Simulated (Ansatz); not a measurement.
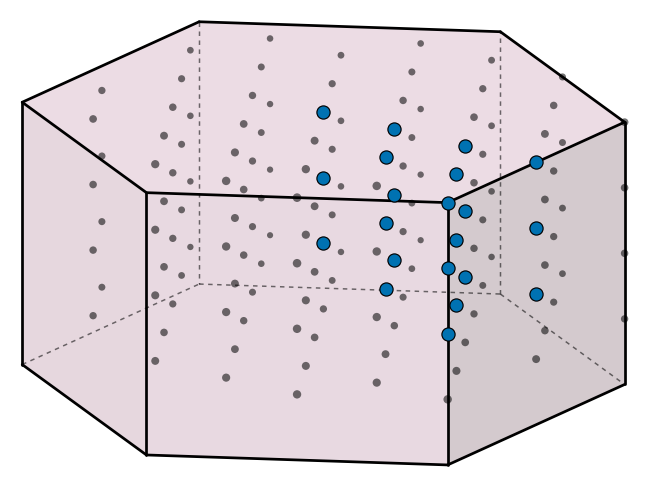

The Γ-centred 6×6×4 k-point mesh of a calculation on AgI (Ansatz, DFT PBE, scalar-relativistic, plane waves, PAW), folded into the first Brillouin zone of the 4-atom cell that was run; each point of the zone's surface is drawn once. One point of each star is marked in colour. Space group P6_3mc.

```xyz
4
Lattice="4.6859 0.0000 0.0000 -2.3429 4.0581 0.0000 0.0000 0.0000 7.6645" Properties=species:S:1:pos:R:3 pbc="T T T"
Ag    2.3429    1.3527    4.8106
Ag    0.0000    2.7054    0.9784
I     2.3429    1.3527    0.0180
I     0.0000    2.7054    3.8502
```

To how many irreducible points do the crystal's point group and time reversal reduce the mesh (magnetic order left aside)?

Answer. 21 of 144.

List one member of each star with its weight, in the reciprocal vectors of this cell.

Answer.
| k₁ | k₂ | k₃ | weight |
| --- | --- | --- | --- |
| 0 | 0 | 0 | 1 |
| 0 | 0 | 1/4 | 2 |
| 1/6 | 0 | 0 | 6 |
| 1/6 | 0 | 1/4 | 12 |
| 0 | 0 | 1/2 | 1 |
| 1/3 | −1/6 | 0 | 6 |
| 1/6 | 0 | 1/2 | 6 |
| 1/3 | −1/6 | 1/4 | 12 |
| 1/3 | 0 | 0 | 6 |
| 1/3 | 0 | 1/4 | 12 |
| 1/3 | −1/6 | 1/2 | 6 |
| 1/3 | 0 | 1/2 | 6 |
| 1/2 | −1/6 | 0 | 12 |
| 1/2 | −1/6 | 1/4 | 24 |
| 1/2 | 0 | 0 | 3 |
| 1/2 | −1/6 | 1/2 | 12 |
| 1/2 | 0 | 1/4 | 6 |
| 1/2 | 0 | 1/2 | 3 |
| 2/3 | −1/3 | 0 | 2 |
| 2/3 | −1/3 | 1/4 | 4 |
| 2/3 | −1/3 | 1/2 | 2 |

How fine is the mesh?

Answer. Spacing |bᵢ|/nᵢ = 0.258, 0.258, 0.205 1/Å (2π included).
